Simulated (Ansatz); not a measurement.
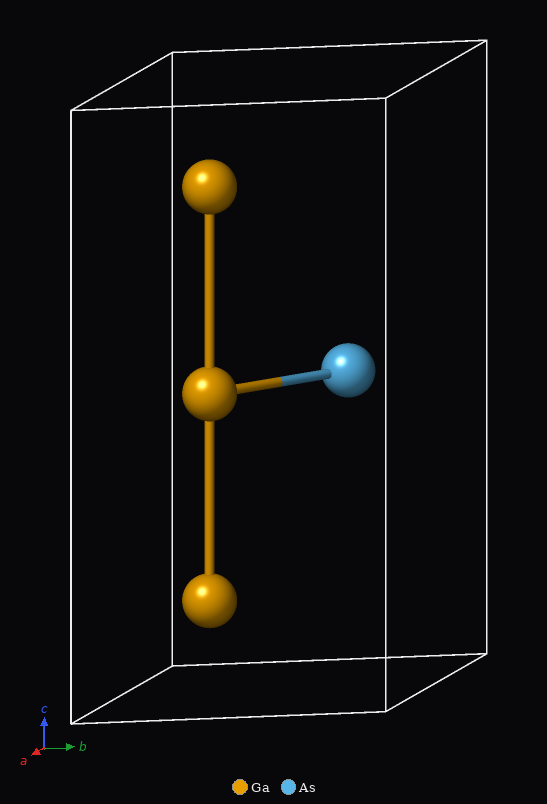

An orthographic ball-and-stick view of the structure, slightly off an axis. The box is the conventional unit cell; atoms on or close to its faces, edges and corners are drawn wherever they repeat. Cell: a = 4.14 Å, b = 4.14 Å, c = 8.05 Å, α = 90.00°, β = 90.00°, γ = 120.00°.

The model was built from a random cell made by a generator, so it need not be a real form of the compound. Earlier steps of the study may have refined or changed the cell and positions. An electronic-structure calculation with Ansatz was run on it.

### Characterise what is shown.

Formula: Ga₃As. Its lattice is primitive hexagonal, its space group P-6m2 (No. 187). In the cell are 3 Ga, 1 As, which makes 1 formula unit. Each As atom has three Ga in a trigonal planar arrangement at about 2.4 Å around it. Ga takes two kinds of site: 2i with two Ga in a linear arrangement at about 2.6 to 2.7 Å; 1f with three As and two Ga in a distorted trigonal bipyramidal arrangement (about 2.4 Å to As, 2.7 Å to Ga). The bonds build a three-dimensional framework.

Setup: DFT PBE, scalar-relativistic, plane waves, PAW (Ansatz); an energy cutoff of 420 eV, Brillouin-zone sampling on a 12×12×6 mesh, Gaussian smearing of 0.1 eV, no spin polarisation.

### What is the band gap, if any?

A metal: bands cross the Fermi level.

### How are the electrons shared out in a Bader analysis?

Ga +0.06 to +0.47 e; As -0.60 e.

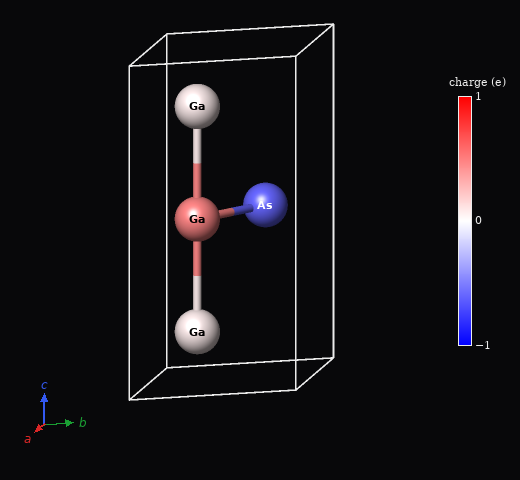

The atoms coloured by those charges. The run's cell of 4 atoms is drawn.

### Has the structure come to rest?

Yes. All forces vanish to within 0.01 eV/Å. The pressure is 0.0 GPa, close to zero.
